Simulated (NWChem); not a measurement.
**C4H6 (cyclobutene) at 6 levels**

Aim: a comparison of 6 runs (BLYP/def2-SVP, M06-L/def2-SVP, PBE/def2-SVP, TPSS/def2-SVP, r2SCAN/def2-SVP, revPBE/def2-SVP) of C4H6 (cyclobutene). 

The calculation is run with NWChem 7.3.0.

**1. The system as given**

The species is C4H6 (10 atoms), meant as a singlet with charge 0. As SMILES, `C1=CCC1`. The shape is that of a PBE0-D4/def2-TZVP optimisation.

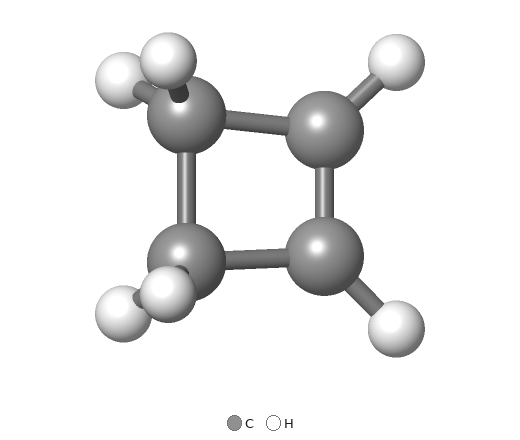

Viewed from a chosen angle; carbon grey, hydrogen white.

**2. Energy and forces at BLYP/def2-SVP (run 1)**

run.py reads:

```python
from ase import Atoms
from ase.calculators.nwchem import NWChem

system = Atoms(['C', 'C', 'C', 'C', 'H', 'H', 'H', 'H', 'H', 'H'], positions=[
    [-0.330000, 1.010500, -0.386400],
    [-1.095000, 0.121800, 0.249600],
    [0.015700, -0.884200, 0.415100],
    [0.909300, 0.154000, -0.327900],
    [-0.516400, 1.994800, -0.800900],
    [-2.137500, 0.111500, 0.547000],
    [-0.118800, -1.833400, -0.110700],
    [0.317500, -1.095900, 1.444600],
    [1.737300, 0.553600, 0.264000],
    [1.301000, -0.184000, -1.291300],
])

calc = NWChem(
    label='c4h6',
    theory='dft',
    memory='2200 mb',
    basis='def2-SVP',
    basispar='spherical bse',
    dft={'xc': 'becke88 lyp', 'mult': '1', 'grid': 'xfine', 'convergence': 'energy 1e-08', 'iterations': '100', 'mulliken': None, 'print': 'low'},
)
system.calc = calc

forces = system.get_forces()
e = system.get_potential_energy()
print(f"E = {e:.6f} eV")
print("forces (eV/A):")
for s, f in zip(system.symbols, forces):
    print(f"{s:2s} {f[0]:10.5f} {f[1]:10.5f} {f[2]:10.5f}")
```

Command:

```bash
$ export ASE_NWCHEM_COMMAND="nwchem PREFIX.nwi > PREFIX.nwo"
$ python run.py
```

Log:

```text
E = -4238.633392 eV
forces (eV/A):
C     0.31949    0.63830   -0.39271
C    -0.59115   -0.42295    0.36690
C    -0.00550   -0.14228    0.07230
C     0.14748    0.03060   -0.05883
H    -0.10202    0.55268   -0.23335
H    -0.58539   -0.00818    0.16794
H    -0.06546   -0.53659   -0.25217
H     0.15941   -0.15385    0.54996
H     0.47488    0.21114    0.29064
H     0.24827   -0.16892   -0.51067
```

The calculator wrote c4h6.nwi:

```
title "c4h6"

permanent_dir c4h6

scratch_dir c4h6

start c4h6

geometry units angstrom nocenter noautosym noautoz
  C  -3.3000000000000002e-01 1.0105000000000000e+00 -3.8640000000000002e-01
  C  -1.0950000000000000e+00 1.2180000000000001e-01 2.4959999999999999e-01
  C  1.5699999999999999e-02 -8.8419999999999999e-01 4.1510000000000002e-01
  C  9.0930000000000000e-01 1.5400000000000000e-01 -3.2790000000000002e-01
  H  -5.1639999999999997e-01 1.9947999999999999e+00 -8.0089999999999995e-01
  H  -2.1375000000000002e+00 1.1150000000000000e-01 5.4700000000000004e-01
  H  -1.1880000000000000e-01 -1.8333999999999999e+00 -1.1070000000000001e-01
  H  3.1750000000000000e-01 -1.0959000000000001e+00 1.4446000000000001e+00
  H  1.7373000000000001e+00 5.5359999999999998e-01 2.6400000000000001e-01
  H  1.3009999999999999e+00 -1.8400000000000000e-01 -1.2912999999999999e+00
end

memory 2200 mb

basis spherical bse noprint
   * library def2-SVP
end

dft
  xc becke88 lyp
  mult 1
  grid xfine
  convergence energy 1e-08
  iterations 100
  mulliken
  print low
end

task dft gradient
```

c4h6.nwo:

```text
Northwest Computational Chemistry Package (NWChem) 7.3.0
             --------------------------------------------------------

           Job information
           ---------------

    nwchem branch   = 7.3.0
    use scalapack   = T
    input           = c4h6.nwi
    prefix          = c4h6.
    data base       = c4h6/c4h6.db
    status          = startup
    nproc           =        1

           Memory information
           ------------------

[... 5 lines left out ...]
    hardfail = no
[... 37 lines left out ...]
            Nuclear Dipole moment (a.u.)
[... 89 lines left out ...]
         Total DFT energy =     -155.766905361300
[... 1 line left out ...]
           Coulomb energy =      187.592951040487
[... 1 line left out ...]
 Nuclear repulsion energy =      113.694943993158
[... 29 lines left out ...]
                         DFT ENERGY GRADIENTS

    atom               coordinates                        gradient
                 x          y          z           x          y          z
   1 C      -0.623610   1.909568  -0.730190   -0.006213  -0.012413   0.007637
   2 C      -2.069250   0.230169   0.471676    0.011496   0.008225  -0.007135
   3 C       0.029669  -1.670896   0.784425    0.000107   0.002767  -0.001406
[... 6 lines of this table left out ...]
  10 H       2.458534  -0.347710  -2.440203   -0.004828   0.003285   0.009931

 Task  times  cpu:       40.9s     wall:       40.9s
 Total times  cpu:       41.0s     wall:       41.0s
```

Run time: 42 s. Hardware: 1 thread of Intel Xeon Platinum 8488C (Sapphire Rapids), shared host; peak memory 0.15 GiB.

**3. Energy and gradient at M06-L/def2-SVP (run 2)**

run.py reads:

```python
from ase import Atoms
from ase.calculators.nwchem import NWChem

molecule = Atoms(['C', 'C', 'C', 'C', 'H', 'H', 'H', 'H', 'H', 'H'], positions=[
    [-0.330000, 1.010500, -0.386400],
    [-1.095000, 0.121800, 0.249600],
    [0.015700, -0.884200, 0.415100],
    [0.909300, 0.154000, -0.327900],
    [-0.516400, 1.994800, -0.800900],
    [-2.137500, 0.111500, 0.547000],
    [-0.118800, -1.833400, -0.110700],
    [0.317500, -1.095900, 1.444600],
    [1.737300, 0.553600, 0.264000],
    [1.301000, -0.184000, -1.291300],
])

calc = NWChem(
    label='c4h6',
    theory='dft',
    memory='2200 mb',
    basis='def2-SVP',
    basispar='spherical bse',
    dft={'xc': 'm06-l', 'mult': '1', 'grid': 'xfine', 'convergence': 'energy 1e-08', 'iterations': '100', 'mulliken': None, 'print': 'low'},
)
molecule.calc = calc

forces = molecule.get_forces()
print(f"energy = {molecule.get_potential_energy():.6f} eV")
print("forces (eV/A):")
for s, f in zip(molecule.symbols, forces):
    print(f"{s:2s} {f[0]:10.5f} {f[1]:10.5f} {f[2]:10.5f}")
```

Command:

```bash
$ export ASE_NWCHEM_COMMAND="nwchem PREFIX.nwi > PREFIX.nwo"
$ python run.py
```

Log:

```text
energy = -4240.578281 eV
forces (eV/A):
C     0.46840   -0.09647   -0.08603
C     0.18908   -0.42449    0.14876
C    -0.06083    0.62617   -0.27650
C    -0.64931   -0.06253    0.20877
H    -0.04978    0.32252   -0.13889
H    -0.34000   -0.01394    0.10182
H    -0.02504   -0.27310   -0.09374
H     0.07297   -0.10480    0.25613
H     0.24713    0.09611    0.11431
H     0.14743   -0.06947   -0.23469
```

The calculator wrote c4h6.nwi:

```
title "c4h6"

permanent_dir c4h6

scratch_dir c4h6

start c4h6

geometry units angstrom nocenter noautosym noautoz
  C  -3.3000000000000002e-01 1.0105000000000000e+00 -3.8640000000000002e-01
  C  -1.0950000000000000e+00 1.2180000000000001e-01 2.4959999999999999e-01
  C  1.5699999999999999e-02 -8.8419999999999999e-01 4.1510000000000002e-01
  C  9.0930000000000000e-01 1.5400000000000000e-01 -3.2790000000000002e-01
  H  -5.1639999999999997e-01 1.9947999999999999e+00 -8.0089999999999995e-01
  H  -2.1375000000000002e+00 1.1150000000000000e-01 5.4700000000000004e-01
  H  -1.1880000000000000e-01 -1.8333999999999999e+00 -1.1070000000000001e-01
  H  3.1750000000000000e-01 -1.0959000000000001e+00 1.4446000000000001e+00
  H  1.7373000000000001e+00 5.5359999999999998e-01 2.6400000000000001e-01
  H  1.3009999999999999e+00 -1.8400000000000000e-01 -1.2912999999999999e+00
end

memory 2200 mb

basis spherical bse noprint
   * library def2-SVP
end

dft
  xc m06-l
  mult 1
  grid xfine
  convergence energy 1e-08
  iterations 100
  mulliken
  print low
end

task dft gradient
```

c4h6.nwo:

```text
Northwest Computational Chemistry Package (NWChem) 7.3.0
             --------------------------------------------------------

           Job information
           ---------------

    nwchem branch   = 7.3.0
    use scalapack   = T
    input           = c4h6.nwi
    prefix          = c4h6.
    data base       = c4h6/c4h6.db
    status          = startup
    nproc           =        1

           Memory information
           ------------------

[... 5 lines left out ...]
    hardfail = no
[... 37 lines left out ...]
            Nuclear Dipole moment (a.u.)
[... 95 lines left out ...]
         Total DFT energy =     -155.838378739746
[... 1 line left out ...]
           Coulomb energy =      187.546926122134
[... 1 line left out ...]
 Nuclear repulsion energy =      113.694943993158
[... 29 lines left out ...]
                         DFT ENERGY GRADIENTS

    atom               coordinates                        gradient
                 x          y          z           x          y          z
   1 C      -0.623610   1.909568  -0.730190   -0.009109   0.001876   0.001673
   2 C      -2.069250   0.230169   0.471676   -0.003677   0.008255  -0.002893
   3 C       0.029669  -1.670896   0.784425    0.001183  -0.012177   0.005377
[... 6 lines of this table left out ...]
  10 H       2.458534  -0.347710  -2.440203   -0.002867   0.001351   0.004564

 Task  times  cpu:       63.5s     wall:       63.5s
 Total times  cpu:       63.6s     wall:       63.6s
```

It took 65 s on 1 thread of Intel Xeon Platinum 8488C (Sapphire Rapids), shared host; peak memory 0.14 GiB.

**4. Energy and gradient at PBE/def2-SVP (run 3)**

input.nw reads:

```
START input
TITLE "C4H6 PBE"
memory total 2200 mb
charge 0

GEOMETRY noautosym nocenter noautoz
   C     -0.330000     1.010500    -0.386400
   C     -1.095000     0.121800     0.249600
   C      0.015700    -0.884200     0.415100
   C      0.909300     0.154000    -0.327900
   H     -0.516400     1.994800    -0.800900
   H     -2.137500     0.111500     0.547000
   H     -0.118800    -1.833400    -0.110700
   H      0.317500    -1.095900     1.444600
   H      1.737300     0.553600     0.264000
   H      1.301000    -0.184000    -1.291300
END

BASIS "ao basis" spherical bse
   C library def2-SVP
   H library def2-SVP
END

DFT
   xc xpbe96 cpbe96
   mult 1
   grid xfine
   convergence energy 1e-08
   iterations 100
   mulliken
END

TASK dft gradient
```

Command:

```bash
$ nwchem input.nw > input.out
```

Log:

```text
[...]
          Wavefunction type:  closed shell.
          No. of atoms     :    10
          No. of electrons :    30
[...]
          Charge           :     0
          Spin multiplicity:     1
[...]
          AO basis - number of functions:    86
[...]
              XC Information
              --------------
          PerdewBurkeErnzerhof Exchange Functional  1.000
            Perdew 1991 LDA Correlation Functional  1.000 local
           PerdewBurkeErnz. Correlation Functional  1.000 non-local
[...]
 d= 0,ls=0.0,diis     1   -155.6131780471 -2.69D+02  1.10D-02  2.87D-01     5.0
[...]
 d= 0,ls=0.0,diis     8   -155.6439364739 -2.26D-09  5.34D-07  1.84D-09    33.4
         Total DFT energy =     -155.643936473873
      One electron energy =     -433.234821535598
           Coulomb energy =      187.576884688302
    Exchange-Corr. energy =      -23.680943619734
 Nuclear repulsion energy =      113.694943993158
[...]
      Total Density - Mulliken Population Analysis
     ---------------------------------------------
    Atom       Charge   Shell Charges
 -----------   ------   -------------------------------------------------------
    1 C    6     6.08   1.99  0.92  0.42  2.08  0.65  0.04
    2 C    6     6.08   1.99  0.92  0.42  2.08  0.65  0.04
    3 C    6     5.96   1.98  0.93  0.04  2.12  0.85  0.04
    4 C    6     5.96   1.98  0.93  0.04  2.12  0.85  0.04
    5 H    1     1.01   0.75  0.23  0.02
    6 H    1     1.01   0.75  0.23  0.02
    7 H    1     0.97   0.74  0.21  0.02
    8 H    1     0.97   0.74  0.21  0.02
    9 H    1     0.97   0.74  0.21  0.02
   10 H    1     0.97   0.74  0.21  0.02
[...]
  wavefunction    = closed shell
[...]
```

It took 41 s on 1 thread of Intel Xeon Platinum 8488C (Sapphire Rapids), shared host; peak memory 0.15 GiB.

Runs 4 to 5 aren't shown in full; the table further down has their settings and results.

**5. Energy and gradient at revPBE/def2-SVP (run 6)**

c4h6.nw reads:

```
START c4h6
TITLE "C4H6"
memory total 2200 mb

GEOMETRY units angstroms noautosym nocenter noautoz
   C     -0.330000     1.010500    -0.386400
   C     -1.095000     0.121800     0.249600
   C      0.015700    -0.884200     0.415100
   C      0.909300     0.154000    -0.327900
   H     -0.516400     1.994800    -0.800900
   H     -2.137500     0.111500     0.547000
   H     -0.118800    -1.833400    -0.110700
   H      0.317500    -1.095900     1.444600
   H      1.737300     0.553600     0.264000
   H      1.301000    -0.184000    -1.291300
END

BASIS spherical bse
   * library def2-SVP
END

DFT
   xc revpbe cpbe96
   grid xfine
   convergence energy 1e-08
   maxiter 100
   mulliken
END

TASK dft gradient
```

Command:

```bash
$ nwchem c4h6.nw > c4h6.out
```

Log:

```text
[...]
          Wavefunction type:  closed shell.
          No. of atoms     :    10
          No. of electrons :    30
[...]
          Charge           :     0
          Spin multiplicity:     1
[...]
          AO basis - number of functions:    86
[...]
              XC Information
              --------------
                        RevPBE Exchange Functional  1.000
            Perdew 1991 LDA Correlation Functional  1.000 local
           PerdewBurkeErnz. Correlation Functional  1.000 non-local
[...]
 d= 0,ls=0.0,diis     1   -155.7860626979 -2.69D+02  1.07D-02  2.63D-01     4.8
[...]
 d= 0,ls=0.0,diis     8   -155.8170753869 -8.41D-10  5.32D-07  1.75D-09    33.3
         Total DFT energy =     -155.817075386856
      One electron energy =     -433.210000649966
           Coulomb energy =      187.561826499583
    Exchange-Corr. energy =      -23.863845229631
 Nuclear repulsion energy =      113.694943993158
[...]
      Total Density - Mulliken Population Analysis
     ---------------------------------------------
    Atom       Charge   Shell Charges
 -----------   ------   -------------------------------------------------------
    1 C    6     6.08   1.99  0.92  0.43  2.07  0.64  0.04
    2 C    6     6.08   1.99  0.92  0.43  2.07  0.64  0.04
    3 C    6     5.95   1.98  0.93  0.04  2.11  0.84  0.04
    4 C    6     5.95   1.98  0.93  0.04  2.11  0.84  0.04
    5 H    1     1.02   0.76  0.23  0.02
    6 H    1     1.02   0.76  0.23  0.02
    7 H    1     0.98   0.75  0.20  0.02
    8 H    1     0.98   0.75  0.20  0.02
    9 H    1     0.98   0.75  0.20  0.02
   10 H    1     0.98   0.75  0.20  0.02
[...]
  wavefunction    = closed shell
[...]
```

Run time: 41 s. Hardware: 1 thread of Intel Xeon Platinum 8488C (Sapphire Rapids), shared host; peak memory 0.15 GiB.

**6. Overview of the runs**

```csv
run,level,energy (Eh),largest force (eV/Å),wall time
1,BLYP/def2-SVP,-155.766905,0.815,42 s
2,M06-L/def2-SVP,-155.838379,0.687,65 s
3,PBE/def2-SVP,-155.643936,0.721,41 s
4,TPSS/def2-SVP,-155.895088,0.614,62 s
5,r2SCAN/def2-SVP,-155.755278,0.498,52 s
6,revPBE/def2-SVP,-155.817075,0.859,41 s
```

**7. Results**

```
                       quantity          value
            run 6: total energy  -155.81708 Eh
           run 6: dipole moment         0.20 D
             run 6: HOMO energy       -5.93 eV
             run 6: LUMO energy       -0.33 eV
           run 6: HOMO–LUMO gap        5.61 eV
run 6: largest force on an atom     0.859 eV/Å
```

In words: Over runs 3, 4, 5, 6 the dipole moment (its size) runs from 0.18 D (TPSS/def2-SVP) to 0.22 D (r2SCAN/def2-SVP). Over runs 3, 5, 6 the HOMO–LUMO gap runs from 5.58 eV (PBE/def2-SVP) to 5.99 eV (r2SCAN/def2-SVP). Totals of different functionals can't be ranked against each other. All runs together took 5.1 min, the longest 65 s.
